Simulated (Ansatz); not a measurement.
# Calculations on Mg8HO8

### Relaxation

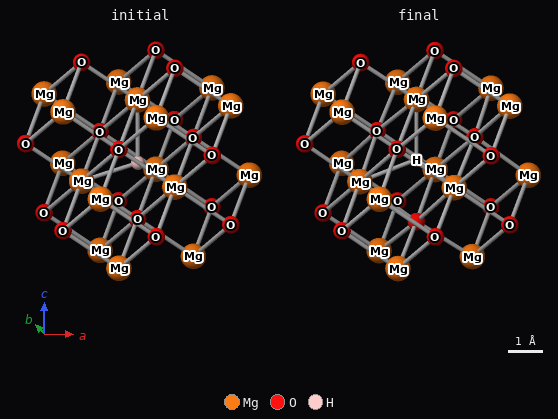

The structure of a defect cell of composition Mg$_{8}$HO$_{8}$ before (left) and after (right) a relaxation, at one scale.

Style: ball-and-stick. Shown: the atoms within 4.2 Å of the atom that moves most (axes of the larger cell on standard axes (3 times the calculation's cell)), slightly off an axis.

It is an interstitial H in Fm-3m MgO. The run prepares an end point of a later path (interstitial hop) calculation, from a guessed geometry. The atoms of the start lie slightly off their symmetric places, so part of the fall in energy undoes that.

These are results of DFT PBE, scalar-relativistic, plane waves, PAW in Ansatz 0.2.0, not measurements.

The input:
```yaml
crystal:
  lattice:
    - [0.0, 4.2052, 4.2052]
    - [4.2052, 0.0, 4.2052]
    - [4.2052, 4.2052, 0.0]
  atoms:
    - { symbol: Mg, position: [0.0, 0.0, 0.0] }
    - { symbol: O, position: [0.25, 0.25, 0.25] }
    - { symbol: Mg, position: [0.0, 0.0, 0.5] }
    - { symbol: O, position: [0.25, 0.25, 0.75] }
    - { symbol: Mg, position: [0.0, 0.5, 0.0] }
    - { symbol: O, position: [0.25, 0.75, 0.25] }
    - { symbol: Mg, position: [0.0, 0.5, 0.5] }
    - { symbol: O, position: [0.25, 0.75, 0.75] }
    - { symbol: Mg, position: [0.5, 0.0, 0.0] }
    - { symbol: O, position: [0.75, 0.25, 0.25] }
    - { symbol: Mg, position: [0.5, 0.0, 0.5] }
    - { symbol: O, position: [0.75, 0.25, 0.75] }
    - { symbol: Mg, position: [0.5, 0.5, 0.0] }
    - { symbol: O, position: [0.75, 0.75, 0.25] }
    - { symbol: Mg, position: [0.5, 0.5, 0.5] }
    - { symbol: O, position: [0.75, 0.75, 0.75] }
    - { symbol: H, position: [0.8964132, 0.8614237, 0.3688889], spin: 1.0 }
magnetization:
  spin_polarized: true
basis:
  ecutwfc: 420.0
kpoints:
  mp_grid: { grid: [2, 2, 2] }
hamiltonian:
  xc: pbe
scf:
  occupations: { method: gaussian, width: 0.05 }
  lower_state_search: "off"
relax:
  f_tol: 0.03
  max_steps: 60
  adjacent_minimum: "off"
```

Command:
```bash
ansatz run input.yaml --threads 2 --pin off --max-ram 5120MiB --backend cpu --events-out ev --progress --plain --runs-dir out
```

What changed between the two?

H17 moves most: 0.10 Å along [0 1 1]. By element the largest moves are H 0.10 Å, O 0.09 Å, Mg 0.03 Å. The lattice vectors keep their values. Among the contacts that change: Mg7–H17 1.757 → 1.843 Å, Mg11–H17 1.925 → 1.843 Å, Mg11–O14 2.103 → 2.162 Å, Mg1–H17 1.794 → 1.843 Å. Among the angles between lasting bonds that change: Mg3–H17–Mg11 105.2° → 109.4°, Mg1–H17–Mg7 113.7° → 109.5°, Mg1–H17–Mg11 106.1° → 109.5°. Over 3 geometry steps the energy falls by 0.299 eV per cell of the calculation. The largest force component goes from 1.1 to 0.0077 eV/Å. Cost: 21 s on 2 threads of Arm Neoverse V2 (shared host), peak memory 0.45 GiB.

Limits of the set-up: the k-point mesh is coarse for a cell with partly filled bands; the periodic images lie only 5.9 Å apart, so the values are limited by the cell's size.

### Relaxation

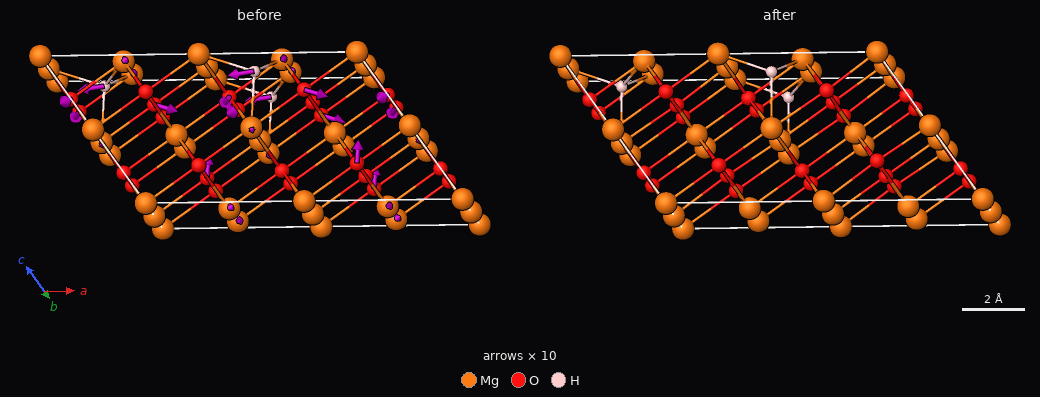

The structure of a defect cell of composition Mg8HO8 before (left) and after (right) a relaxation, at one scale. The purple arrows give the displacements, 10 times their true length.

A ball-and-stick model of the larger cell on standard axes (2 times the calculation's cell), seen from a free direction.

It is an interstitial H in Fm-3m MgO. The run prepares an end point of a later path (interstitial hop) calculation, from a guessed geometry. The atoms of the start lie slightly off their symmetric places, so part of the fall in energy undoes that.

All numbers below come from DFT PBE, scalar-relativistic, plane waves, PAW (Ansatz 0.2.0).

Input file:
```yaml
crystal:
  lattice:
    - [0.0, 4.2052, 4.2052]
    - [4.2052, 0.0, 4.2052]
    - [4.2052, 4.2052, 0.0]
  atoms:
    - { symbol: Mg, position: [0.0, 0.0, 0.0] }
    - { symbol: O, position: [0.25, 0.25, 0.25] }
    - { symbol: Mg, position: [0.0, 0.0, 0.5] }
    - { symbol: O, position: [0.25, 0.25, 0.75] }
    - { symbol: Mg, position: [0.0, 0.5, 0.0] }
    - { symbol: O, position: [0.25, 0.75, 0.25] }
    - { symbol: Mg, position: [0.0, 0.5, 0.5] }
    - { symbol: O, position: [0.25, 0.75, 0.75] }
    - { symbol: Mg, position: [0.5, 0.0, 0.0] }
    - { symbol: O, position: [0.75, 0.25, 0.25] }
    - { symbol: Mg, position: [0.5, 0.0, 0.5] }
    - { symbol: O, position: [0.75, 0.25, 0.75] }
    - { symbol: Mg, position: [0.5, 0.5, 0.0] }
    - { symbol: O, position: [0.75, 0.75, 0.25] }
    - { symbol: Mg, position: [0.5, 0.5, 0.5] }
    - { symbol: O, position: [0.75, 0.75, 0.75] }
    - { symbol: H, position: [0.60748138, 0.63309734, 0.63798867], spin: 1.0 }
magnetization:
  spin_polarized: true
basis:
  ecutwfc: 420.0
kpoints:
  mp_grid: { grid: [2, 2, 2] }
hamiltonian:
  xc: pbe
scf:
  occupations: { method: gaussian, width: 0.05 }
  lower_state_search: "off"
relax:
  f_tol: 0.03
  max_steps: 60
  adjacent_minimum: "off"
```

Run as
```bash
ansatz run input.yaml --threads 2 --pin off --max-ram 5120MiB --backend cpu --events-out ev --progress --plain --runs-dir out
```

Question: Summarise the run.

Answer: After 3 geometry steps the energy has fallen by 0.293 eV per cell of the calculation. Largest force component: 1 eV/Å at the start, 0.011 eV/Å at the end. The largest move is that of H17, 0.093 Å along [−3 −1 −1]. Largest moves by element: H 0.093 Å, O 0.086 Å, Mg 0.026 Å. The cell stays as it was. Among the contacts that change: Mg13–H17 1.759 → 1.843 Å, Mg7–H17 1.907 → 1.843 Å, Mg11–O14 2.103 → 2.163 Å, Mg11–H17 1.784 → 1.843 Å. Bond angles that change, for instance: Mg11–H17–Mg13 114.1° → 109.5°, Mg7–H17–Mg15 105.0° → 109.4°, Mg1–O14–Mg15 180.0° → 176.9°.

Limits of the set-up: the k-point mesh is coarse for a cell with partly filled bands; the periodic images lie only 5.9 Å apart, so the values are limited by the cell's size.

### Path

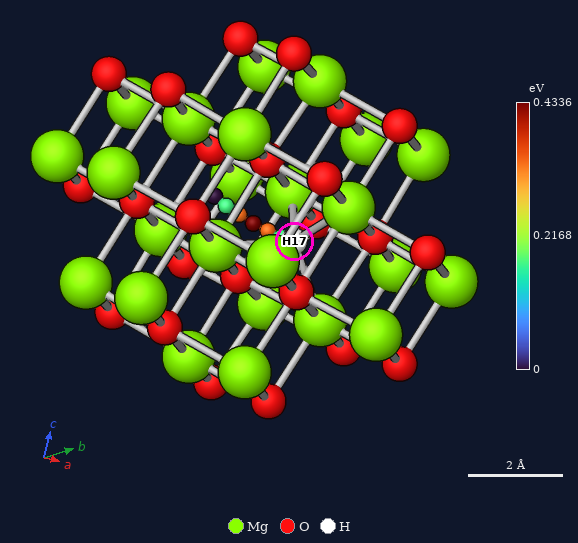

NEB run on MgO with an interstitial H (17 atoms in the cell). Images are numbered from 0 (start) to 6 (end). The start is drawn whole; smaller spheres mark the moving atoms (H) in the later images, joined by lines and coloured by the energy of the image relative to the start. A ball-and-stick model of the atoms within 4.7 Å of the middle of the path, seen slightly off an axis. The moving atom is ringed, with any periodic copies. Bonds to atoms that aren't drawn are left out.

Computed with DFT PBE, scalar-relativistic, plane waves, PAW in Ansatz 0.2.0. Run with plane-wave cutoff 420 eV; k-point mesh 2 × 2 × 2; Gaussian smearing 0.05 eV; spin collinear; 5 movable images; climbing image; force threshold 0.05 eV/Å; iteration limit 65; optimiser FIRE; starting path by image-dependent pair potential.

**What moves, how far, and at what cost in energy?**

The H atom travels furthest, 2.11 Å from end to end, along [−1 −1 1], on a path that bends up to 0.13 Å away from the straight line. At the highest image its nearest neighbour (O) is 1.62 Å away, against 1.84 Å at the start, and the surrounding atoms stand up to 0.20 Å off the mean of their end positions. The two ends have the same energy, and the highest point, image 3, lies 0.43 eV above the start. The band converged in 20 iterations. The climbing image converged on the top of the path. A check of its curvatures didn't confirm a first-order saddle.

Limits of the set-up: the k-point mesh is coarse for a cell with partly filled bands; the periodic images lie only 5.9 Å apart, so the values are limited by the cell's size.
